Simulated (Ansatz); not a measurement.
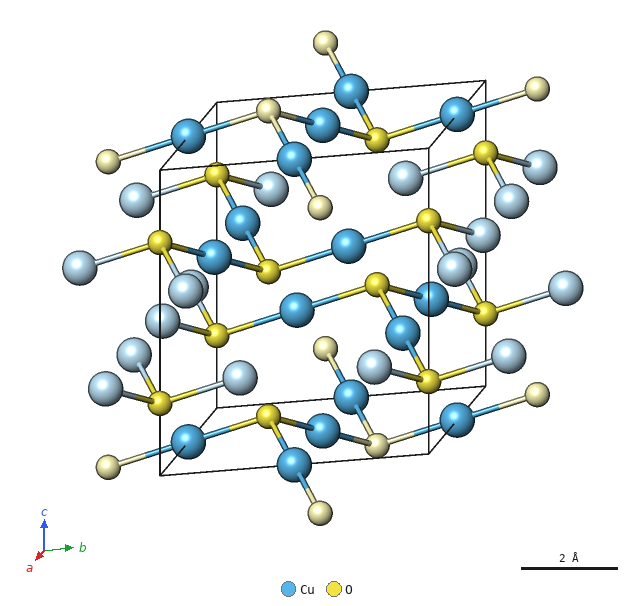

A ball-and-stick rendering, viewed slightly off an axis. The parallelepiped is the conventional unit cell. The bonded neighbours beyond the faces are included, in fainter colours.

Cu3O2, space group R-3m (No. 166), a = 5.925 Å, b = 5.925 Å, c = 6.593 Å, α = 90.00°, β = 90.00°, γ = 120.00°. Origin of the cell: a structure type filled with these elements by a generator (whether the compound takes this form wasn't checked). Earlier steps of the study may have refined or changed the cell and positions. Ansatz was used for an electronic-structure calculation on it.

This one geometry was computed with Ansatz (DFT, plane waves, PAW) at three levels of theory: PBE+U (U_eff = 4.00 eV on Cu d), PBE and r2SCAN.

Question: Which level gives the highest pressure at this volume, and what does that say about its equilibrium volume?

Answer: Highest: PBE+U (U_eff = 4.00 eV on Cu d) (1.9 GPa), which points to the largest equilibrium volume. Lowest, with the smallest volume: r2SCAN (-4.9 GPa). Levels within 0.5 GPa of each other can't be told apart.

Question: How does the band gap change with the level of theory?

Answer: All levels give a metal.

Question: Collect the results in a table.

Answer:
| level | cutoff (eV) | k-mesh of the run's cell | gap (eV) | pressure (GPa) |
| --- | --- | --- | --- | --- |
| PBE+U (U_eff = 4.00 eV on Cu d) | 420 | 12×12×12 | metal | 1.9 |
| PBE | 420 | 12×12×12 | metal | 0.0 |
| r2SCAN | 500 | 12×12×12 | metal | -4.9 |

Gaps are taken on the k-mesh or band path of each run.
